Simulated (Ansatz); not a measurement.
# Calculations on HCl

## 1. Relaxation

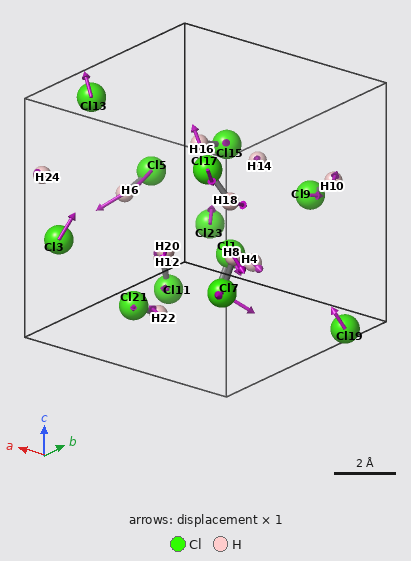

A relaxation of an amorphous cell of composition HCl. The starting structure is drawn; purple arrows show the displacements, at their true length.

Style: ball-and-stick. Shown: the cell of the calculation, from a free direction.

The cell holds 12 HCl. The run prepares the start of a later molecular dynamics calculation, from a guessed geometry.

Computed with DFT PBE-D3(BJ), scalar-relativistic, plane waves, PAW (Ansatz). (plane-wave cutoff 420 eV; k-point mesh 1 × 1 × 1; occupations fermi dirac; smearing width 0.05 eV; no spin polarisation; atoms relaxed in a fixed cell; force threshold 0.3 eV/Å; at most 15 steps)

Q: Describe the change and its energy.

A: The atom that moves furthest is an H atom (1.45 Å along [−2 1 −1]). By element the largest moves are H 1.45 Å, Cl 1.39 Å. The cell stays as it was. Near-neighbour distances that change, for instance: Cl–H 1.280 → 1.327 Å, Cl–H 1.280 → 1.303 Å. After 13 accepted moves (14 points after the start) the energy has fallen by 102 meV per atom. The largest force component goes from 0.9 to 0.03 eV/Å. 1 step only repeated the SCF at the same geometry. The forces were under the threshold at step 9, but the run went on from there.

Limits of the set-up: the periodic images lie only 8.5 Å apart, so the values are limited by the cell's size.

## 2. Dynamics

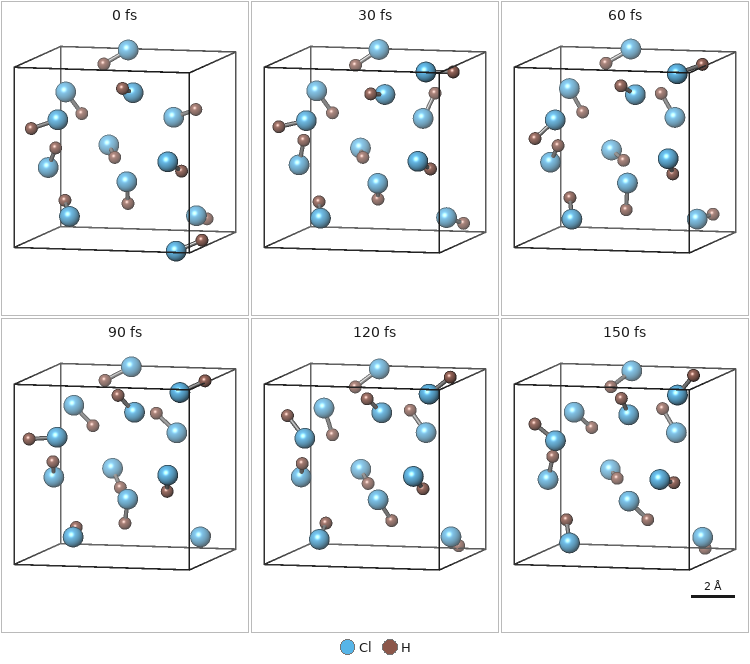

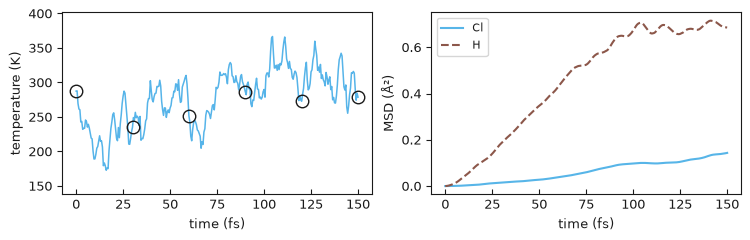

A Born-Oppenheimer molecular dynamics run of a periodic cell with 12 HCl at 1.187 g/cm³, 150 fs long. Frames and the history of the run. Style: ball-and-stick. Shown: the simulation cell, slightly off an axis. Atoms that leave the cell re-enter on the other side.

Computed with DFT PBE-D3(BJ), scalar-relativistic, plane waves, PAW (Ansatz 0.2.0). Settings: plane-wave cutoff 420 eV; k-point mesh 1 × 1 × 1; Fermi-Dirac smearing 0.05 eV; Langevin thermostat (NVT); set temperature 300 K; time step 0.5 fs; friction 0.02 per fs.

Describe the run.

Answer. The mean temperature in the second half is 306 K (standard deviation 22 K). The potential energy in the second half lies on average 29.0 meV per atom above the first frame. In the second half of the run the atoms are, in the root-mean-square, this far from where they began (common drift taken out): H 0.81 Å, Cl 0.32 Å. The heavy atoms stay within a fraction of a molecule's size of their starting places, while the hydrogen atoms travel further, as molecules turn; so short a run doesn't tell a liquid from a solid.

Limits of the set-up: the periodic images lie only 8.5 Å apart, so the values are limited by the cell's size.

The run took 5.7 min on 1 thread of AMD EPYC 9R45 96-Core Processor (Zen 5) (shared host), peak memory 0.54 GiB.

## 3. Dynamics

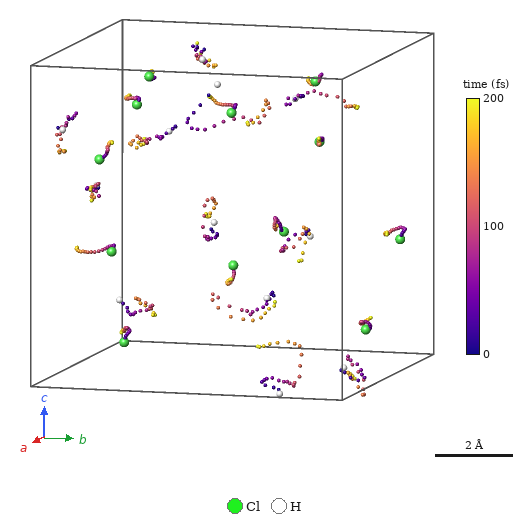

Molecular dynamics of a periodic cell with 12 HCl at 1.187 g/cm³, 200 fs long. It starts from the last geometry of an earlier run, with fresh velocities. Dots mark each atom's position at evenly spaced times, coloured by time; spheres stand at the starting positions. Seen slightly off an axis in the simulation cell.

Theory: DFT PBE-D3(BJ), scalar-relativistic, plane waves, PAW (Ansatz). Run with plane-wave cutoff 420 eV; k-point mesh 1 × 1 × 1; Fermi-Dirac smearing 0.05 eV; Langevin thermostat (NVT); set temperature 300 K; time step 0.5 fs; friction 0.02 per fs.

Q: Describe the motion.

A: In the second half of the run the atoms are, in the root-mean-square, this far from where they began (common drift taken out): H 1.07 Å, Cl 0.46 Å. The heavy atoms stay within a fraction of a molecule's size of their starting places, while the hydrogen atoms travel further, as molecules turn; so short a run doesn't tell a liquid from a solid. The mean temperature in the second half is 333 K (standard deviation 62 K). The potential energy in the second half lies on average 1.5 meV per atom above the first frame.

Limits of the set-up: the periodic images lie only 8.5 Å apart, so the values are limited by the cell's size.
